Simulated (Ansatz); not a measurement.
**Band-structure calculation, with input and output: Ge$_{3}$Si**

Ge$_{3}$Si (P-4m2, 4 atoms in the cell), computed with DFT PBE, scalar-relativistic, plane waves, PAW, no spin polarisation (Ansatz 0.2.0).

The structure was made by a generator, so it may or may not be a known phase. Figures and captions count atoms from 1; the log counts them from 0 in places.

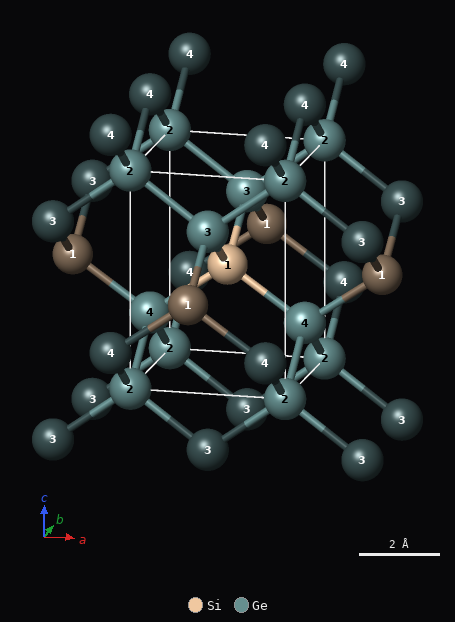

The input geometry (ball-and-stick view of the cell of the calculation, seen slightly off an axis; neighbours outside the cell are drawn fainter; atoms are numbered from 1 in the order of the input). An atom can appear more than once, as a periodic image.

## Results in brief

| quantity | value |
| --- | --- |
| outcome | converged |
| space group (tolerance 0.01 Å) | P-4m2 (115) |
| electrons treated | 46 |
| free energy | −13520.6949 eV |
| Fermi energy | 7.643 eV |
| gap on the k-point mesh | 0.16 eV |
| gap on the band path | 0.16 eV |
| pressure | 0.01 GPa |
| largest force (length of the vector) | under 0.001 eV/Å |
| hardware | 1 thread of Intel Xeon @ 2.50GHz (Skylake/Cascade Lake), 189 GiB of memory available, shared host |
| wall time | 4.2 min |
| peak memory | 0.56 GiB |

## The input
```yaml
crystal:
  lattice:
    - [4.0126314324, 0.0, 0.0]
    - [0.0, 4.0126314324, 0.0]
    - [0.0, 0.0, 5.6797824734]
  atoms:
    - { symbol: Si, position: [0.5, 0.5, 0.5] }
    - { symbol: Ge, position: [0.0, 0.0, 0.0] }
    - { symbol: Ge, position: [0.5, 0.0, 0.743543941] }
    - { symbol: Ge, position: [0.0, 0.5, 0.256456059] }
basis:
  ecutwfc: 420
kpoints:
  mp_grid: { grid: [10, 10, 6] }
  band_path:
    path:
      - [[0.0, 0.0, 0.0], [0.0, 0.5, 0.0], [0.5, 0.5, 0.0], [0.0, 0.0, 0.0], [0.0, 0.0, 0.5], [0.0, 0.5, 0.5], [0.5, 0.5, 0.5], [0.0, 0.0, 0.5]]
      - [[0.0, 0.5, 0.0], [0.0, 0.5, 0.5]]
      - [[0.5, 0.5, 0.0], [0.5, 0.5, 0.5]]
    npoints: 14
hamiltonian:
  xc: pbe
scf:
  occupations: { method: gaussian, width: 0.01 }
  n_extra_bands: 10
output:
  forces: true
  stress: true
  eigenvalues: true
  populations: true
  dos: { projected: true, de: 0.02, nscf_kmesh: { grid: [12, 12, 8] } }
  bader: true
  write_density: true
  write_potential: true
  elf: true
  volumetric_format: npy
```

Launched with:
```bash
ansatz run input.yaml --threads 1 --pin off --max-ram 2560MiB --backend cpu --events-out ev --progress --plain --runs-dir out
```

## The program's output
```
scf.n_extra_bands = 10 over 23 filled bands (N_el = 46.0): the run solves 33 bands
Engine: ansatz 0.2.0, x86_64-unknown-linux-gnu
Pseudopotentials: kind: paw
Pseudopotential: Si, paw, valence charge 4, recommended cutoff 420 eV (normal), Si.paw.azcp
Pseudopotential: Ge, paw, valence charge 14, recommended cutoff 420 eV (normal), Ge.paw.azcp
Functional definition: PBE
  parameter kappa = 0.804
  parameter beta = 0.06672455060314922
  exchange = pbe_x(kappa = kappa, mu = beta*pi^2/3)
  correlation = pbe_c(beta = beta)
Crystal: 4 atoms, lattice volume = 91.451 Å³
Basis set: ecut = 420 eV, 1803 PW (Γ), exchange–correlation on 54×54×80 points (8 copies of the dense FFT grid, shifted against one another)
Bands: 33, of which v1, the nominal top of the filled ones, is band 23 counted from 1 (22 counted from 0)
Symmetry: 8 space group operations
Space group: P-4m2 (ITA 115), of the structure as read, at distance tolerance 4.5e-5 Å
k-points: 84 of 600 (time reversal used)
Non-local potential: Si, projectors of the file, l = 0: 2, l = 1: 2, l = 2: 2
Non-local potential: Ge, projectors of the file, l = 0: 2, l = 1: 2, l = 2: 3, l = 3: 1
PAW form: soft (Blöchl's): semilocal exchange-correlation on the pseudo side does not see the compensation charge
PAW one-centre angular grid: Si, 110 points (default); XC on 64 Gauss nodes
PAW one-centre angular grid: Ge, 590 points (default); XC on 64 Gauss nodes
Initial density: superposition of atomic densities (neutral atoms: chi_scale 0, normalization atom), corrected by the library's trained network
Initial wavefunctions: pseudopotential atomic-orbital guess
Functional: x = pbe(κ = 0.804, μ = 0.2195149727645171), c = pbe(β = 0.06672455060314922)
SCF iter   1: F=—  HF=-13520.695786 eV  |F-HF|=—  |Δ(HF+E_count)|=         —  Δρ=1.48e-3  dr2=2.29e-3  ethr=1.77e-3  ⟨swp⟩=6.3  Hψ=12503  notcnv=0  defer=2
preconditioner: auto → Resta (q_TF=auto, 2.433 Å⁻¹)  ε∞=2.3  [insulator: Δε(μ)=0.158 eV  Ē_g=22.837 eV  σ=0.010 eV  W_gap=1.00  n_scr=20 (ndim 8)  ℏωp=26.3 eV  f_vac=0.039  D(μ)=0.00/eV (n_scr^D=0)  ε∞_Penn≈2.3]
SCF iter   2: F=—  HF=-13520.694929 eV  |F-HF|=—  |Δ(HF+E_count)|=   8.57e-4  Δρ=9.93e-4  dr2=9.28e-4  ethr=4.97e-6  ⟨swp⟩=2.0  Hψ=5913  notcnv=0  defer=301
SCF iter   3: F=—  HF=-13520.694842 eV  |F-HF|=—  |Δ(HF+E_count)|=   8.66e-5  Δρ=4.10e-4  dr2=2.10e-4  ethr=2.02e-6  ⟨swp⟩=2.0  Hψ=4942  notcnv=0  defer=301
SCF iter   4: F=—  HF=-13520.694922 eV  |F-HF|=—  |Δ(HF+E_count)|=   7.96e-5  Δρ=1.71e-4  dr2=1.73e-5  ethr=4.57e-7  ⟨swp⟩=2.0  Hψ=3558  notcnv=0  defer=301
SCF iter   5: F=—  HF=-13520.694941 eV  |F-HF|=—  |Δ(HF+E_count)|=   1.90e-5  Δρ=5.16e-5  dr2=1.66e-6  ethr=3.76e-8  ⟨swp⟩=2.0  Hψ=4387  notcnv=0  defer=301
SCF iter   6: F=—  HF=-13520.694943 eV  |F-HF|=—  |Δ(HF+E_count)|=   2.31e-6  Δρ=9.70e-6  dr2=1.37e-7  ethr=3.62e-9  ⟨swp⟩=2.0  Hψ=4403  notcnv=0  defer=301
SCF iter   7: F=-13520.694943 eV  HF=-13520.694943 eV  |F-HF|=2.69e-8  |Δ(HF+E_count)|=   2.83e-8  Δρ=5.50e-6  dr2=1.29e-8  ethr=2.17e-10  ⟨swp⟩=12.5  Hψ=17909  notcnv=0
SCF 1 converged in 7 iterations: F = -13520.694943 eV  dr2 = 1.29e-8
  greatest PAW one-centre occupation: 0.998 electrons in one spin orbital (limit 2), on the Ge atom at site 1 (counted from 0), in its partial waves of l = 2
NSCF: frozen V_eff on 129 k-points
NSCF: frozen V_eff on 140 k-points
SCF converged after 7 iterations
Free energy (F): -13520.694943 eV
Harris-Foulkes:  -13520.694943 eV  (|F-HF|=2.69e-8)
Internal energy: -13520.694943 eV  (E = F + TS)
E sigma→0 (E₀):  -13520.694943 eV
Fermi energy:    7.642729 eV
--- Per-component energies (eV) ---
  E_band       = -472.906487
  E_kinetic    = 372.720218
  E_local      = -7900.592214  (includes V_loc(G=0)·N_el)
  E_nonlocal   = 1281.251856
  E_hartree    = 3477.340803
  E_xc         = -280.979556
  E_vxc        = -239.360063  (∫ρ·V_xc dr)
  E_paw        = -6572.467820  (= ΣΔE_a)
  E_vpaw       = -941.620166  (= ΣTr[D̂ρ^β])
  E_aug_tail   = 0.001006  (compensation charges beyond the density's cutoff)
  E_ewald      = -3897.969236
  E_smearing   = -0.000000  (= −TS)
  E_closure    = -0.000000  (closes the sum)
  Σ components = -13520.694943   (vs F -13520.694943, Δ=0.00e0)
--- Forces (eV/Å), atoms counted from 1 ---
  atom   1  Si    -0.00000000     0.00000000     0.00000000
  atom   2  Ge    -0.00000000     0.00000000     0.00000000
  atom   3  Ge     0.00000000     0.00000000    -0.00002059
  atom   4  Ge     0.00000000     0.00000000     0.00002059
  max |Σ_I F_I| component: 4.16e-17 eV/Å
--- Stress (GPa, compression-positive) ---
        0.030566       0.000000      -0.000000
        0.000000       0.030566       0.000000
       -0.000000       0.000000      -0.041206
  P = ⅓ Tr σ = 0.0066 GPa (0.066 kbar)
--- Band table (eV; the first three rows and the last of 84) ---
  k-point 0: bands = ["-17.0761", "-17.0761", "-17.0318", "-17.0181", "-16.9900", "-16.9186", "-16.9157", "-16.9157", "-16.9146", "-16.8979", "-16.8456", "-16.8386", "-16.8339", "-16.7978", "-16.7978", "-4.7489", "-1.1388", "-0.7370", "4.6438", "4.6438", "7.5007", "7.5636", "7.5636", "7.9681", "8.2996", "8.4718", "10.0702", "10.0702", "10.1370", "14.2252", "16.2238", "16.4118", "16.7813"]
  k-point 1: bands = ["-17.0761", "-17.0761", "-17.0320", "-17.0181", "-16.9898", "-16.9190", "-16.9153", "-16.9153", "-16.9141", "-16.8985", "-16.8453", "-16.8387", "-16.8338", "-16.7981", "-16.7981", "-4.6387", "-2.0663", "0.3308", "4.7544", "4.7544", "6.1835", "7.1290", "7.1290", "8.1362", "8.8201", "9.3239", "9.8516", "10.6447", "10.6447", "14.7732", "15.3510", "16.0176", "16.0176"]
  k-point 2: bands = ["-17.0763", "-17.0763", "-17.0322", "-17.0180", "-16.9893", "-16.9192", "-16.9145", "-16.9145", "-16.9136", "-16.8996", "-16.8446", "-16.8388", "-16.8338", "-16.7989", "-16.7989", "-4.3118", "-2.9974", "1.6738", "4.6687", "5.0784", "5.0784", "6.3651", "6.3651", "8.2312", "9.1508", "9.6500", "10.4474", "11.8231", "11.8231", "14.1985", "14.6488", "14.6488", "15.9739"]
  k-point 83: bands = ["-17.0871", "-17.0527", "-17.0527", "-16.9878", "-16.9597", "-16.9204", "-16.9061", "-16.9061", "-16.9042", "-16.8976", "-16.8976", "-16.8629", "-16.8156", "-16.8156", "-16.7853", "-1.0517", "-1.0517", "-0.9391", "-0.2856", "3.7991", "3.8401", "3.8573", "3.8573", "11.7049", "11.7049", "11.8935", "12.0038", "12.1579", "12.1640", "12.1640", "12.3380", "17.1950", "18.2696"]
--- Löwdin populations: 4 sites ---
  site symbol       q [e]
     0     Si      3.9015
     1     Ge     13.9762
     2     Ge     14.0139
     3     Ge     14.0139
  spilling = 0.002054 (of n_electrons = 46.000000)
--- Bader charges: 4 sites ---
  site symbol  charge [e]  shift [e]
     0     Si      0.2147     0.0036
     1     Ge      0.0019     0.0001
     2     Ge     -0.1083     0.0019
     3     Ge     -0.1083     0.0019
  estimated error of the sums over rays = 2.3e-4 e
```

## File bader_charges.tsv
```
# site	symbol	x_ang	y_ang	z_ang	partial_charge_e	electrons	volume_ang3	relative_density_drop	shared_charge_e	partial_wave_shift_e
# quadrature_error_electrons = 2.3e-4
0	Si	2.0063	2.0063	2.8399	0.21473	13.78527	21.00	-	0.21473	0.00360
1	Ge	0.0000	0.0000	0.0000	0.00192	31.99808	23.25	-	0.00192	0.00010
2	Ge	2.0063	0.0000	4.2232	-0.10832	32.10832	23.60	-	-0.10832	0.00185
3	Ge	0.0000	2.0063	1.4566	-0.10832	32.10832	23.60	-	-0.10832	0.00185
```

## File populations.tsv
```
# site	symbol	l	j	q
# orbitals = lowdin
# n_electrons = 46.000000
# spilling = 0.002054
0	Si	0_3S	-	1.241297
0	Si	1_3P	-	2.660241
1	Ge	0_4S	-	1.343868
1	Ge	1_4P	-	2.635625
1	Ge	2_3D	-	9.996697
2	Ge	0_4S	-	1.331850
2	Ge	1_4P	-	2.685733
2	Ge	2_3D	-	9.996318
3	Ge	0_4S	-	1.331850
3	Ge	1_4P	-	2.685733
3	Ge	2_3D	-	9.996318
```

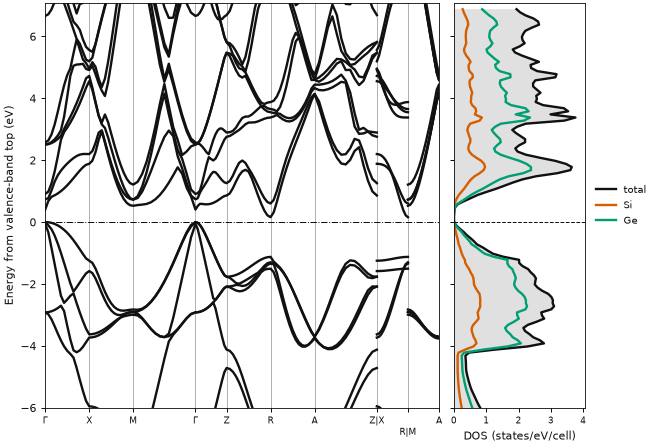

Band structure along Γ–X–M–Γ–Z–R–A–Z|X–R|M–A and density of states (projected on Löwdin-orthogonalised atomic shells), with energies from the valence-band top. There is a gap of 0.16 eV on this path, indirect, from Γ to R.

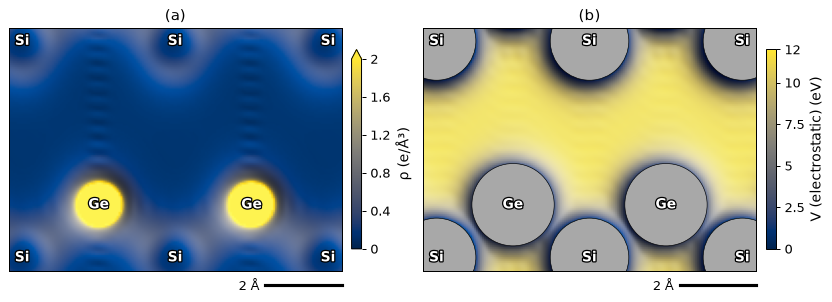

(a) valence pseudo-density; (b) electrostatic potential energy of an electron on the (100) plane of the conventional cell. Grey discs, where drawn, cover atomic cores. Si–Ge (2.44 Å): ρ is about 0.51 e/Å³ halfway. The density dies away to nearly zero in the voids. Outside the cores the potential energy rises away from the atoms and is highest about 2.5 Å from the nearest atoms; outside the discs it spans about 10 eV, and its zero is arbitrary. In a PAW calculation such maps are meaningful between the atoms, not at the nuclei.

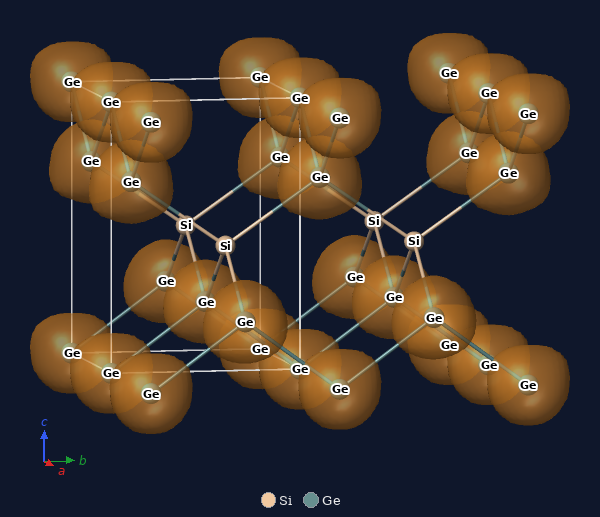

Isosurface of the valence charge density (pseudo) at 0.6 e/Å³ (orange), seen slightly off an axis. Sticks mark near contacts. The outline is the cell set on symmetry axes. At this value the density breaks into separate islands; it holds about 70 % of the electrons treated as valence (semicore included). It is pinched off along the Si–Ge (2.44 Å) and Ge–Ge (2.48 Å) contacts. On the grid the lowest density along these lines, outside the cores, is 0.51 e/Å³ (Si–Ge, 2.44 Å) and 0.49 e/Å³ (Ge–Ge, 2.48 Å).

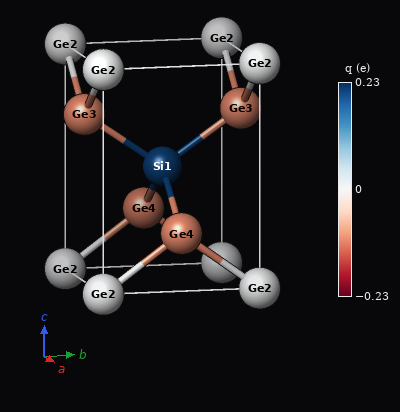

Bader charges, as the colour of each atom (ball-and-stick view of the cell of the calculation, seen slightly off an axis; atoms are numbered from 1 in the order of the input). By element: Si +0.21 and Ge −0.11 to 0.00 e.
